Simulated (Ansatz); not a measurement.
System: Ti, space group Im-3m (No. 229).

The given structure:
```yaml
crystal:
  lattice:
    - [-1.64100, 1.64100, 1.64100]
    - [1.64100, -1.64100, 1.64100]
    - [1.64100, 1.64100, -1.64100]
  atoms:
    - { symbol: Ti, position: [0.00000, 0.00000, 0.00000] }
```

Calculation (Ansatz 0.2.0): homogeneous strain of a crystal along one Voigt pattern with engineering shear, fractional coordinates fixed, by plane-wave density functional theory with PAW datasets, free energies less that of the undisturbed cell, pressure positive in compression; scalar-relativistic. Level: PBE, no spin polarisation.

wave cutoff 420 eV; k mesh 20×20×20; occupations Gaussian; smearing width 0.15 eV; k shift (0, 0, 0) (mesh steps); start as given; strain pattern (1, 0, 0, 0, 0, 0) (xx yy zz yz xz xy with engineering shear).

What does the calculation give for the energy change, tensile stress summed over the strain pattern and pressure against strain? The strain takes the values −0.0200, −0.0150, −0.0100, −0.0050, 0.0000, 0.0050, 0.0100, 0.0150, 0.0175, 0.0200.

The energy falls towards negative values, so the start isn't a stationary minimum along this path. The energy change rises from −3.46 meV/atom at strain −0.0200 to 7.00 meV/atom at 0.0200. The tensile stress summed over the strain pattern rises from 0.716 GPa at strain −0.0200 to 3.927 GPa at 0.0200. The pressure falls from −0.343 GPa at strain −0.0200 to −4.258 GPa at 0.0200. The slope of stress against strain at the start, which at zero pressure is the clamped-ion constant C11, is 80.2 GPa.

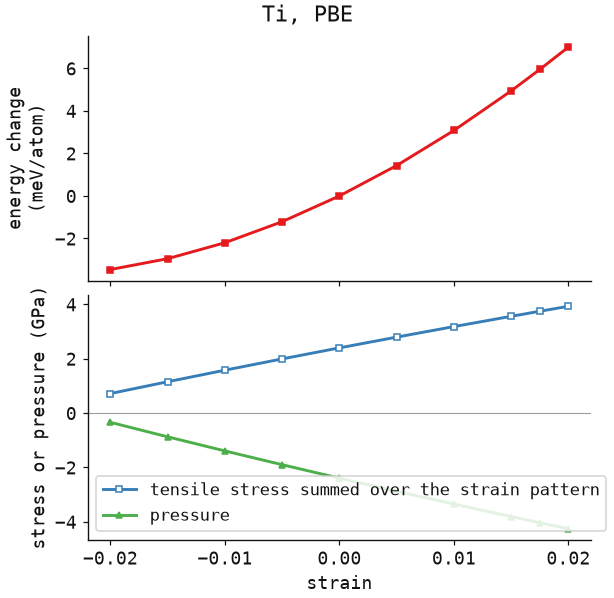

Note: reference crystal is not relaxed.
